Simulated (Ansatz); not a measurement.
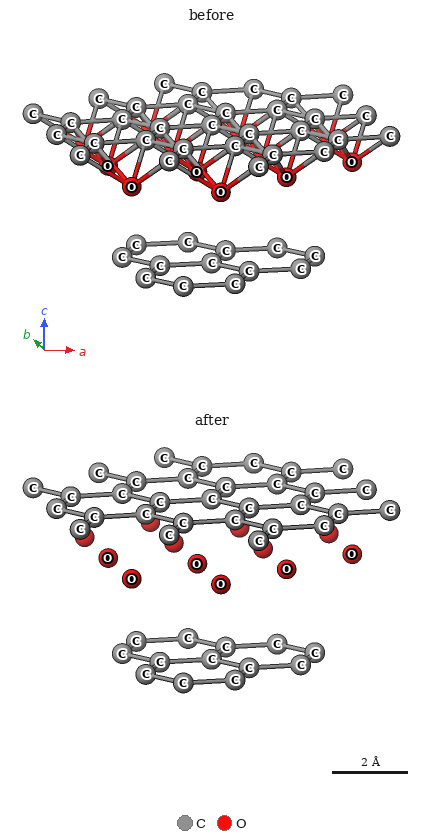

The structure of a slab of composition C8O (cut from the P6_3/mmc phase) before (top) and after (bottom) a constrained relaxation, at one scale.

Style: ball-and-stick. Shown: the atoms within 5.0 Å of the atom that moves most (axes of the 3 × 3 repeat of the cell, outlined in the plane, without the vacuum), slightly off an axis.

Case: O put at a hollow C-C site. The slab is the (0 0 1) face of C with O on it. 4 atoms are held fixed.

The calculation used Ansatz 0.2.0, DFT PBEsol, scalar-relativistic, plane waves, PAW.

The input:
```yaml
crystal:
  lattice:
    - [2.4988149563, 0.0, 0.0]
    - [-1.2494074781, 2.1640372315, 0.0]
    - [0.0, 0.0, 25.763868273]
  atoms:
    - { symbol: C, position: [0.3333333333, 0.6666666667, 0.3299194015] }
    - { symbol: C, position: [0.6666666667, 0.3333333333, 0.3502041956] }
    - { symbol: C, position: [0.6666666667, 0.3333333333, 0.4106688376] }
    - { symbol: C, position: [0.3333333333, 0.6666666667, 0.4309536318] }
    - { symbol: C, position: [0.3333333333, 0.6666666667, 0.5397810781] }
    - { symbol: C, position: [0.6666666667, 0.3333333333, 0.540366199] }
    - { symbol: C, position: [0.6666666667, 0.3333333333, 0.6885465462] }
    - { symbol: C, position: [0.3333333333, 0.6666666667, 0.6885500108] }
    - { symbol: O, position: [0.0, 0.0, 0.6512885255], spin: 2.0 }
basis:
  ecutwfc: 420
kpoints:
  mp_grid: { grid: [12, 12, 1] }
hamiltonian:
  xc: pbesol
scf:
  occupations: { method: gaussian, width: 0.05 }
output:
  forces: true
  eigenvalues: true
  populations: true
magnetization:
  spin_polarized: true
relax:
  adjacent_minimum: "off"
  f_tol: 0.03
  max_steps: 70
  constraints: [{ sites: [0, 1, 2, 3] }]
efield:
  axis: 3
  dipole_correction: true
  ramp_width: 0.04
```

Command:
```bash
ansatz run input.yaml --threads 2 --pin off --max-ram 5120MiB --backend cpu --events-out ev --progress --plain --runs-dir out
```

What changed between the two?

Answer. The largest moves, 0.86 Å, are those of C7 and C8. C8 goes along the normal (+c). By element the largest moves are C 0.86 Å, O 0.36 Å. The lattice vectors keep their values. Near-neighbour distances that change, for instance: C7–O9 1.733 → 2.053 Å. Over 7 accepted moves (9 points after the start) the energy falls by 2.869 eV per cell of the calculation. The largest force component goes from 12 to 0.027 eV/Å. 2 steps only repeated the SCF at the same geometry. The forces were under the threshold at step 4, but the run went on from there. The program noted that the starting moments weren't kept.

Limits of the set-up: the periodic images lie only 2.5 Å apart, so the values are limited by the cell's size.
